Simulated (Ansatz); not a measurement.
# Geometry relaxation, with input and output: TaN

System: TaN (4 atoms in the cell).
Method: DFT PBE, scalar-relativistic, plane waves, PAW, no spin polarisation (Ansatz 0.2.0).

The structure derives from an entry of the Crystallography Open Database. Figures and captions count atoms from 1; the log counts them from 0 in places.

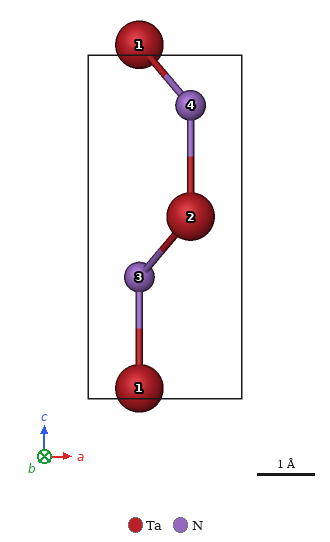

Figure 1. The structure as given in the input (ball-and-stick view of the cell of the calculation, along the b axis; atoms are numbered from 1 in the order of the input). An atom can appear more than once, as a periodic image.

Input file:
```yaml
crystal:
  lattice:
    - [3.1514143466, 0.0, 0.0]
    - [-1.5757071733, 2.729204882, 0.0]
    - [0.0, 0.0, 6.1029112997]
  atoms:
    - { symbol: Ta, position: [0.3333333333, 0.6666666667, 0.030620992] }
    - { symbol: Ta, position: [0.6666666667, 0.3333333333, 0.530620992] }
    - { symbol: "N", position: [0.3333333333, 0.6666666667, 0.354379008] }
    - { symbol: "N", position: [0.6666666667, 0.3333333333, 0.854379008] }
basis:
  ecutwfc: 420
kpoints:
  mp_grid: { grid: [18, 18, 8] }
hamiltonian:
  xc: pbe
scf:
  occupations: { method: gaussian, width: 0.1 }
output:
  forces: true
  stress: true
  eigenvalues: true
relax:
  adjacent_minimum: "off"
  f_tol: 0.005
  max_steps: 80
  cell: { stress_tol: 0.05 }
```

Launched with:
```bash
ansatz run input.yaml --threads 1 --pin off --max-ram 2560MiB --backend cpu --events-out ev --progress --plain --runs-dir out
```

The program's output:
```
Engine: ansatz 0.2.0, x86_64-unknown-linux-gnu
Pseudopotentials: kind: paw
Pseudopotential: Ta, paw, valence charge 13, recommended cutoff 420 eV (normal), Ta.paw.azcp
Pseudopotential: N, paw, valence charge 5, recommended cutoff 420 eV (normal), N.paw.azcp
Functional definition: PBE
  parameter kappa = 0.804
  parameter beta = 0.06672455060314922
  exchange = pbe_x(kappa = kappa, mu = beta*pi^2/3)
  correlation = pbe_c(beta = beta)
Crystal: 4 atoms, lattice volume = 52.490 Å³
Basis set: ecut = 420 eV, 1005 PW (Γ), exchange–correlation on 48×48×90 points (8 copies of the dense FFT grid, shifted against one another)
Bands: 22, of which v1, the nominal top of the filled ones, is band 18 counted from 1 (17 counted from 0)
Symmetry: 12 space group operations
Space group: P63mc (ITA 186), of the structure as read, at distance tolerance 3.7e-5 Å
k-points: 185 of 2592 (time reversal used)
Non-local potential: Ta, projectors of the file, l = 0: 3, l = 1: 2, l = 2: 2, l = 3: 1
Non-local potential: N, projectors of the file, l = 0: 2, l = 1: 2, l = 2: 1
PAW form: soft (Blöchl's): semilocal exchange-correlation on the pseudo side does not see the compensation charge
PAW one-centre angular grid: Ta, 590 points (default); XC on 64 Gauss nodes
PAW one-centre angular grid: N, 110 points (default); XC on 64 Gauss nodes
Initial density: superposition of atomic densities (neutral atoms: chi_scale 0, normalization atom), corrected by the library's trained network
Initial wavefunctions: pseudopotential atomic-orbital guess
Functional: x = pbe(κ = 0.804, μ = 0.2195149727645171), c = pbe(β = 0.06672455060314922)
SCF iter   1: F=—  HF=-20635.550965 eV  |F-HF|=—  |Δ(HF+E_count)|=         —  Δρ=8.52e-3  dr2=2.54e-2  ethr=1.77e-3  ⟨swp⟩=5.1  Hψ=18193  notcnv=0
preconditioner: auto → Kerker (q_TF=auto, 2.562 Å⁻¹)  [metal: Δε(μ)=0.043 eV  Ē_g=8.449 eV  σ=0.100 eV  W_gap=0.23  n_scr=22 (ndim 8)  ℏωp=22.9 eV  f_vac=0.000  D(μ)=0.75/eV (n_scr^D=2)]
SCF iter   2: F=—  HF=-20635.549257 eV  |F-HF|=—  |Δ(HF+E_count)|=   1.71e-3  Δρ=4.51e-3  dr2=5.76e-3  ethr=7.05e-5  ⟨swp⟩=1.0  Hψ=5550  notcnv=0
SCF iter   3: F=—  HF=-20635.549456 eV  |F-HF|=—  |Δ(HF+E_count)|=   1.99e-4  Δρ=1.67e-3  dr2=1.34e-3  ethr=1.60e-5  ⟨swp⟩=2.7  Hψ=5951  notcnv=0
SCF iter   4: F=—  HF=-20635.549358 eV  |F-HF|=—  |Δ(HF+E_count)|=   9.80e-5  Δρ=3.65e-4  dr2=3.65e-5  ethr=3.72e-6  ⟨swp⟩=2.0  Hψ=5429  notcnv=0
SCF iter   5: F=—  HF=-20635.549366 eV  |F-HF|=—  |Δ(HF+E_count)|=   8.57e-6  Δρ=4.56e-5  dr2=9.74e-7  ethr=1.01e-7  ⟨swp⟩=2.6  Hψ=6484  notcnv=0
SCF iter   6: F=-20635.549367 eV  HF=-20635.549367 eV  |F-HF|=1.31e-8  |Δ(HF+E_count)|=   5.69e-7  Δρ=1.11e-5  dr2=8.13e-8  ethr=2.78e-10  ⟨swp⟩=6.1  Hψ=18148  notcnv=0
SCF 1 converged in 6 iterations: F = -20635.549367 eV  dr2 = 8.13e-8
  greatest PAW one-centre occupation: 0.999 electrons in one spin orbital (limit 2), on the Ta atom at site 1 (counted from 0), in its partial waves of l = 0
relax step   1: F+E_penalty+E_count = -20635.54936667 eV  Δ(F+E_penalty+E_count) = +0.000e0 eV  max|allowed force component| = 2.555e-2 eV/Å  Δτ_max = 0.0000 Å  P = +0.169 GPa  Ω = 52.490 Å³  (6 SCF iters, dr2 threshold 1.00e-7 eV, accepted)
Crystal: 4 atoms, lattice volume = 52.537 Å³
Basis set: ecut = 420 eV, 1029 PW (Γ), exchange–correlation on 48×48×90 points (8 copies of the dense FFT grid, shifted against one another)
Initial density: handed on by an earlier stage of this run
Initial wavefunctions: those handed on with the density
iter 1 solved again at ethr=3.66e-8 eV; its pass at ethr=3.10e-3 eV (dr2=1.32e-5 eV) is discarded
SCF iter   1: F=—  HF=-20635.549296 eV  |F-HF|=—  |Δ(HF+E_count)|=         —  Δρ=1.68e-4  dr2=1.21e-5  ethr=3.66e-8  ⟨swp⟩=2.0  Hψ=23746  notcnv=0
preconditioner: auto → Kerker (q_TF=auto, 2.562 Å⁻¹)  [metal: Δε(μ)=0.051 eV  Ē_g=8.475 eV  σ=0.100 eV  W_gap=0.27  n_scr=22 (ndim 8)  ℏωp=22.9 eV  f_vac=0.000  D(μ)=0.76/eV (n_scr^D=2)]
SCF iter   2: F=—  HF=-20635.549295 eV  |F-HF|=—  |Δ(HF+E_count)|=   7.78e-7  Δρ=6.44e-5  dr2=1.60e-6  ethr=3.35e-8  ⟨swp⟩=2.0  Hψ=5582  notcnv=0
SCF iter   3: F=—  HF=-20635.549295 eV  |F-HF|=—  |Δ(HF+E_count)|=   3.47e-7  Δρ=3.03e-5  dr2=4.18e-7  ethr=9.10e-10  ⟨swp⟩=4.2  Hψ=13576  notcnv=0
SCF iter   4: F=-20635.549295 eV  HF=-20635.549295 eV  |F-HF|=1.78e-9  |Δ(HF+E_count)|=   1.09e-7  Δρ=5.72e-6  dr2=1.58e-8  ethr=9.10e-10  ⟨swp⟩=5.1  Hψ=16579  notcnv=0
SCF 2 converged in 4 iterations: F = -20635.549295 eV  dr2 = 1.58e-8
relax step   2: F+E_penalty+E_count = -20635.54929455 eV  Δ(F+E_penalty+E_count) = +7.212e-5 eV  max|allowed force component| = 1.100e-2 eV/Å  Δτ_max = 0.0004 Å  P = -0.063 GPa  Ω = 52.537 Å³  energy of the carried Pulay correction = -1.120e-4 eV  (4 SCF iters, dr2 threshold 3.28e-7 eV, accepted)
Crystal: 4 atoms, lattice volume = 52.524 Å³
iter 1 solved again at ethr=2.03e-9 eV; its pass at ethr=3.10e-3 eV (dr2=7.32e-7 eV) is discarded
SCF iter   1: F=—  HF=-20635.549331 eV  |F-HF|=—  |Δ(HF+E_count)|=         —  Δρ=4.50e-5  dr2=9.34e-7  ethr=2.03e-9  ⟨swp⟩=3.1  Hψ=25968  notcnv=0
preconditioner: auto → Kerker (q_TF=auto, 2.562 Å⁻¹)  [metal: Δε(μ)=0.052 eV  Ē_g=8.476 eV  σ=0.100 eV  W_gap=0.27  n_scr=22 (ndim 8)  ℏωp=22.9 eV  f_vac=0.000  D(μ)=0.76/eV (n_scr^D=2)]
SCF iter   2: F=—  HF=-20635.549333 eV  |F-HF|=—  |Δ(HF+E_count)|=   1.56e-6  Δρ=2.35e-5  dr2=2.93e-7  ethr=2.03e-9  ⟨swp⟩=2.3  Hψ=5554  notcnv=0
SCF iter   3: F=—  HF=-20635.549333 eV  |F-HF|=—  |Δ(HF+E_count)|=   9.70e-8  Δρ=7.91e-6  dr2=3.58e-8  ethr=8.15e-10  ⟨swp⟩=2.0  Hψ=5881  notcnv=0
SCF iter   4: F=-20635.549333 eV  HF=-20635.549333 eV  |F-HF|=3.71e-10  |Δ(HF+E_count)|=   8.38e-9  Δρ=2.27e-6  dr2=2.69e-9  ethr=6.48e-11  ⟨swp⟩=4.8  Hψ=13730  notcnv=0
SCF 3 converged in 4 iterations: F = -20635.549333 eV  dr2 = 2.69e-9
relax step   3: F+E_penalty+E_count = -20635.54933267 eV  Δ(F+E_penalty+E_count) = -3.811e-5 eV  max|allowed force component| = 3.408e-3 eV/Å  Δτ_max = 0.0001 Å  P = -0.018 GPa  Ω = 52.524 Å³  energy of the carried Pulay correction = -8.180e-5 eV  (4 SCF iters, dr2 threshold 2.33e-8 eV, accepted)
Initial wavefunctions: pseudopotential atomic-orbital guess (no wavefunctions were taken with the density)
iter 1 solved again at ethr=1.44e-8 eV; its pass at ethr=3.10e-3 eV (dr2=5.17e-6 eV) is discarded
SCF iter   1: F=—  HF=-20635.549384 eV  |F-HF|=—  |Δ(HF+E_count)|=         —  Δρ=1.05e-4  dr2=1.22e-7  ethr=1.44e-8  ⟨swp⟩=3.4  Hψ=30783  notcnv=0
SCF iter   2: F=—  HF=-20635.549408 eV  |F-HF|=—  |Δ(HF+E_count)|=   2.35e-5  Δρ=5.33e-5  dr2=3.21e-8  ethr=3.39e-10  ⟨swp⟩=1.7  Hψ=4466  notcnv=0
SCF iter   3: F=—  HF=-20635.549415 eV  |F-HF|=—  |Δ(HF+E_count)|=   7.02e-6  Δρ=6.80e-7  dr2=3.46e-10  ethr=8.91e-11  ⟨swp⟩=1.0  Hψ=4074  notcnv=0
SCF iter   4: F=—  HF=-20635.549415 eV  |F-HF|=—  |Δ(HF+E_count)|=  7.64e-11  Δρ=4.82e-7  dr2=1.31e-10  ethr=1.00e-12  ⟨swp⟩=5.8  Hψ=16232  notcnv=0
SCF iter   5: F=-20635.549415 eV  HF=-20635.549415 eV  |F-HF|=1.09e-11  |Δ(HF+E_count)|=  2.55e-11  Δρ=1.58e-7  dr2=1.70e-11  ethr=1.00e-12  ⟨swp⟩=3.5  Hψ=15016  notcnv=0
SCF 4 converged in 5 iterations: F = -20635.549415 eV  dr2 = 1.70e-11
relax step   4: F+E_penalty+E_count = -20635.54941469 eV  Δ(F+E_penalty+E_count) = -8.202e-5 eV  max|allowed force component| = 3.389e-3 eV/Å  Δτ_max = 0.0000 Å  P = -0.015 GPa  Ω = 52.524 Å³  stress off target by 2.02e-2 GPa  SCF on the basis re-selected at this cell (its energy is not comparable with the rows above)  (5 SCF iters)
```

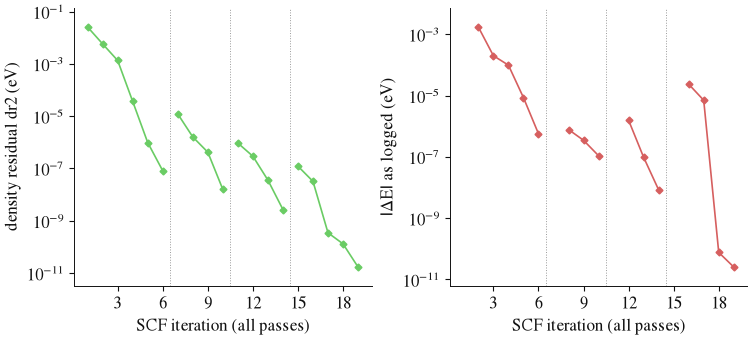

Figure 2. Convergence of the self-consistent field: density residual dr2 and size of the energy change against the SCF iteration. The dotted lines part the SCF passes of the relaxation: geometry steps, rejected trials and re-solves on a re-selected basis. The passes take 6, 4, 4 and 5 iterations.

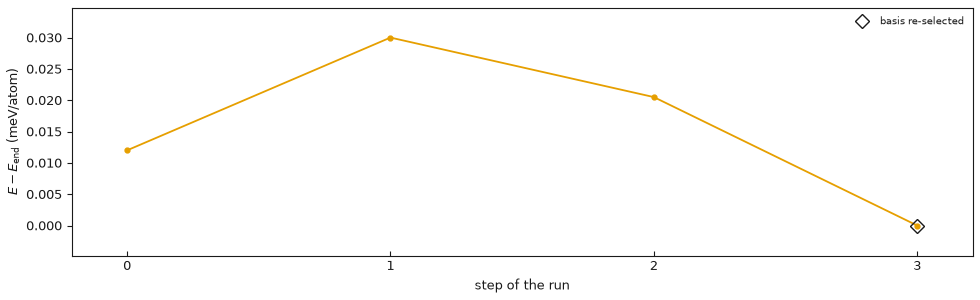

Figure 3. Progress of the relaxation, step by step (the first geometry is step 0 here and step 1 in the log). Over 2 geometry steps the energy rises by next to nothing (0.0 meV per atom). Largest force component: 0.026 eV/Å at the start, 0.0034 eV/Å at the end. The pressure goes from 0.17 to −0.02 GPa. No atom moves by more than 0.005 Å relative to the cell. Cell: a = b 3.151 → 3.152 Å (0.0 %), c 6.103 → 6.105 Å (0.0 %). Volume +0.1 %. The space group stays P6_3mc (No. 186). A last SCF at the same geometry on a re-selected plane-wave basis shifts the energy by next to nothing (0.0 meV per atom). (Atoms are counted from 1 in the order of the input.)

```
basis re-selected at this cell: Δ(F+E_penalty+E_count) = -8.202e-5 eV, ΔP = +0.002 GPa vs the last step (what re-selecting the basis moved, of the pressure what is left beyond the Pulay correction that the steps carried, after the strain that the cell walked since its last selection, with what the two solves' SCF thresholds leave and, on support functions, any second-order correction that the steps lacked; it is no measure of the basis error at this ecutwfc). This SCF's stress stands 2.02e-2 GPa from its target on what of the cell is left free (relax.cell.stress_tol is 5.00e-2 GPa) and its largest allowed force component is 3.39e-3 eV/Å (relax.f_tol is 5.00e-3 eV/Å): within both
SCF converged after 5 iterations
Free energy (F): -20635.549415 eV
Harris-Foulkes:  -20635.549415 eV  (|F-HF|=1.09e-11)
Internal energy: -20635.545607 eV  (E = F + TS)
E sigma→0 (E₀):  -20635.547511 eV
Entropy (-TS):   -0.003808 eV (-0.952 meV/atom)
Fermi energy:    16.284856 eV
--- Per-component energies (eV) ---
  E_band       = -247.389375
  E_kinetic    = 992.432383
  E_local      = -1656.096819  (includes V_loc(G=0)·N_el)
  E_nonlocal   = 120.508467
  E_hartree    = 560.263056
  E_xc         = -556.427284
  E_vxc        = -559.976957  (∫ρ·V_xc dr)
  E_paw        = -17048.133947  (= ΣΔE_a)
  E_vpaw       = -264.782978  (= ΣTr[D̂ρ^β])
  E_aug_tail   = 0.000467  (compensation charges beyond the density's cutoff)
  E_ewald      = -3048.091929
  E_smearing   = -0.003808  (= −TS)
  E_closure    = 0.000000  (closes the sum)
  Σ components = -20635.549415   (vs F -20635.549415, Δ=0.00e0)
--- Forces (eV/Å), atoms counted from 1 ---
  atom   1  Ta     0.00000000     0.00000000    -0.00338718
  atom   2  Ta     0.00000000    -0.00000000    -0.00338718
  atom   3  N      0.00000000    -0.00000000     0.00339019
  atom   4  N      0.00000000     0.00000000     0.00339019
  max |Σ_I F_I| component: 6.02e-6 eV/Å
--- Stress (GPa, compression-positive) ---
       -0.012676       0.000000       0.000000
        0.000000      -0.012676      -0.000000
        0.000000      -0.000000      -0.020167
  P = ⅓ Tr σ = -0.0152 GPa (-0.152 kbar)
--- Band table (eV; the first three rows and the last of 185) ---
  k-point 0: bands = ["-52.4030", "-52.3932", "-19.2921", "-18.9624", "-18.7138", "-18.7138", "-18.6860", "-18.6860", "-0.6463", "0.8698", "9.0121", "9.3598", "10.9584", "10.9584", "11.8146", "11.8146", "15.4266", "15.5845", "16.4354", "16.4354", "18.4614", "18.4614"]
  k-point 1: bands = ["-52.4026", "-52.3935", "-19.2800", "-18.9754", "-18.7128", "-18.7128", "-18.6871", "-18.6871", "-0.5905", "0.8108", "8.9845", "9.3123", "10.9847", "10.9847", "11.7734", "11.7734", "15.5374", "15.7355", "16.4926", "16.4926", "18.2979", "18.2979"]
  k-point 2: bands = ["-52.4015", "-52.3946", "-19.2453", "-19.0122", "-18.7098", "-18.7098", "-18.6901", "-18.6901", "-0.4307", "0.6429", "8.9309", "9.1932", "11.0616", "11.0616", "11.6613", "11.6613", "15.8312", "16.0991", "16.6594", "16.6594", "17.9832", "17.9832"]
  k-point 184: bands = ["-52.3640", "-52.3640", "-19.1529", "-19.1529", "-19.0358", "-19.0358", "-18.9769", "-18.9769", "0.9347", "0.9347", "9.9037", "9.9037", "9.9075", "9.9075", "11.8978", "11.8978", "15.3326", "15.3326", "16.7924", "16.7924", "19.4281", "19.4281"]
--- Relaxed structure (3 steps of the walk, 3 accepted, 1 SCFs on fresh bases) ---
  F+E_penalty+E_count = -20635.54941469 eV   max|allowed force component| = 3.389e-3 eV/Å   (the final SCF, on the basis selected at the relaxed cell)
  cell:  # Å, volume = 52.5241 Å³
    - [3.1518925664150776, -3.6742955178954924e-33, -3.242025456966611e-33]
    - [-1.5759462832075388, 2.729619032514788, 2.49220269464707e-20]
    - [-1.3812447860603715e-32, 5.57293887556717e-20, 6.104996991316568]
  atoms:
    - { symbol: Ta, position: [0.33333333333333326, 0.6666666666666665, 0.030547391720269622] }
    - { symbol: Ta, position: [0.6666666666666667, 0.33333333333333326, 0.5305473917202697] }
    - { symbol: N, position: [0.33333333333333326, 0.6666666666666665, 0.35445260827973035] }
    - { symbol: N, position: [0.6666666666666667, 0.33333333333333326, 0.8544526082797305] }
```

Trajectory as extended XYZ (Å, eV, eV/Å), 4 frames, from step=1 to step=4:
```
4
Lattice="3.1514 0.0000 0.0000 -1.5757 2.7292 0.0000 0.0000 0.0000 6.1029" Properties=species:S:1:pos:R:3:forces:R:3 step=1 energy=-20635.54937 pressure_GPa=0.17
Ta    0.0000    1.8195    0.1869    0.0000   0.0000  -0.0255
Ta    1.5757    0.9097    3.2383    0.0000   0.0000  -0.0255
N     0.0000    1.8195    2.1627    0.0000   0.0000   0.0256
N     1.5757    0.9097    5.2142    0.0000   0.0000   0.0256
4
Lattice="3.1524 0.0000 0.0000 -1.5762 2.7301 0.0000 0.0000 0.0000 6.1044" Properties=species:S:1:pos:R:3:forces:R:3 step=2 energy=-20635.54930 pressure_GPa=-0.06
Ta    0.0000    1.8200    0.1866    0.0000   0.0000  -0.0110
Ta    1.5762    0.9100    3.2388    0.0000   0.0000  -0.0110
N     0.0000    1.8200    2.1637    0.0000   0.0000   0.0110
N     1.5762    0.9100    5.2159    0.0000   0.0000   0.0110
4
Lattice="3.1519 0.0000 0.0000 -1.5759 2.7296 0.0000 0.0000 0.0000 6.1050" Properties=species:S:1:pos:R:3:forces:R:3 step=3 energy=-20635.54933 pressure_GPa=-0.02
Ta    0.0000    1.8197    0.1865    0.0000   0.0000  -0.0034
Ta    1.5759    0.9099    3.2390    0.0000   0.0000  -0.0034
N     0.0000    1.8197    2.1639    0.0000   0.0000   0.0034
N     1.5759    0.9099    5.2164    0.0000   0.0000   0.0034
4
Lattice="3.1519 0.0000 0.0000 -1.5759 2.7296 0.0000 0.0000 0.0000 6.1050" Properties=species:S:1:pos:R:3:forces:R:3 step=4 energy=-20635.54942 pressure_GPa=-0.02
Ta    0.0000    1.8197    0.1865    0.0000   0.0000  -0.0034
Ta    1.5759    0.9099    3.2390    0.0000   0.0000  -0.0034
N     0.0000    1.8197    2.1639    0.0000   0.0000   0.0034
N     1.5759    0.9099    5.2164    0.0000   0.0000   0.0034
```

Results in brief:

| quantity | value |
| --- | --- |
| outcome | converged |
| space group (tolerance 0.01 Å) | P6₃mc (186) |
| electrons treated | 36 |
| free energy | −20635.5494 eV |
| Fermi energy | 16.285 eV |
| gap on the k-point mesh | none (metallic) |
| pressure | −0.02 GPa |
| final volume | 52.52 Å³ |
| largest force (length of the vector) at the end | 0.003 eV/Å |
| final cell | a = 3.152 Å, b = 3.152 Å, c = 6.105 Å, α = 90.00°, β = 90.00°, γ = 120.00° |
| hardware | 1 thread of Intel Xeon (Granite Rapids), 16 GiB of memory available, shared host |
| wall time | 40 s |
| peak memory | 0.57 GiB |

Notes:

Spin–orbit coupling is left out, which matters for Ta.
